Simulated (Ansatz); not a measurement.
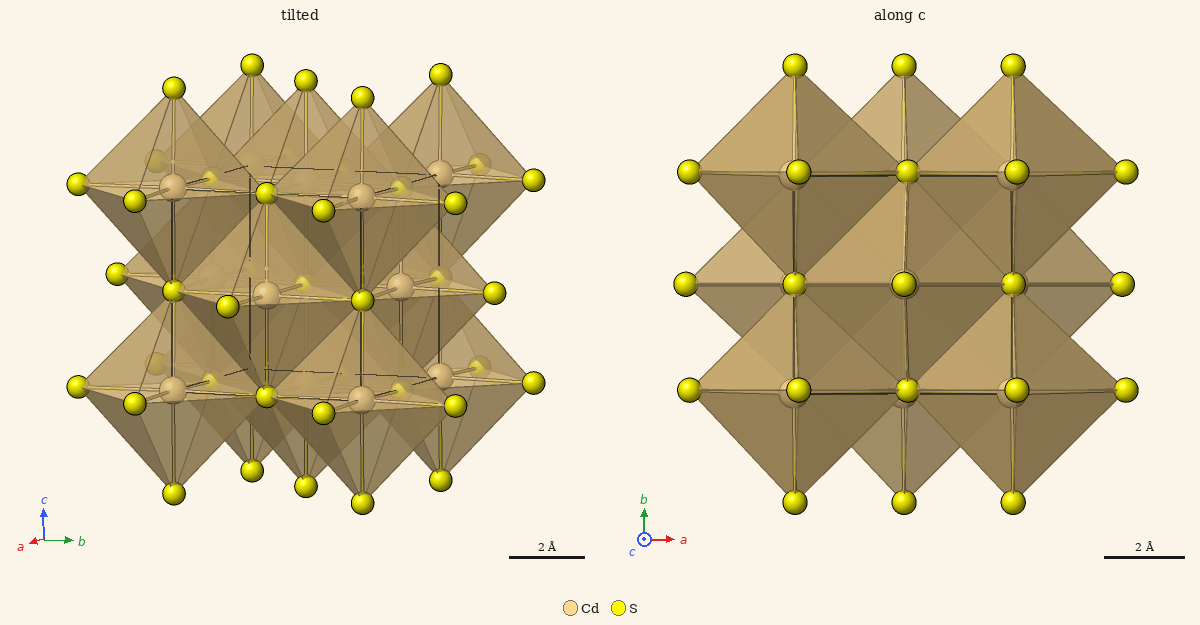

Structure drawing (polyhedral), viewed slightly off an axis and along the c axis. The box is the drawn cell (a repeat of the simulation cell); atoms on or close to its faces, edges and corners are drawn wherever they repeat. Some atoms of the next cells are drawn as well.

CdS, a = 5.51 Å, b = 5.51 Å, c = 5.51 Å, α = 90.00°, β = 90.00°, γ = 90.00°.

Calculation details: DFT PBE, scalar-relativistic, plane waves, PAW in Ansatz; a 420 eV plane-wave basis, k-points about 0.16 Å⁻¹ apart, Gaussian smearing of 0.05 eV, no spin polarisation.

What does the calculation say: metal or gapped?

A semiconductor at this level, with a gap of 0.27 eV on the k-mesh (the true edges may lie between mesh points, so the gap can be somewhat smaller).

Under what pressure is the structure?

The computed pressure is -0.3 GPa (stretched: it would shrink).

Its origin is a structure listed in the Materials Project. The cell was then strained or its atoms displaced on purpose. A calculation with Ansatz used it as input.
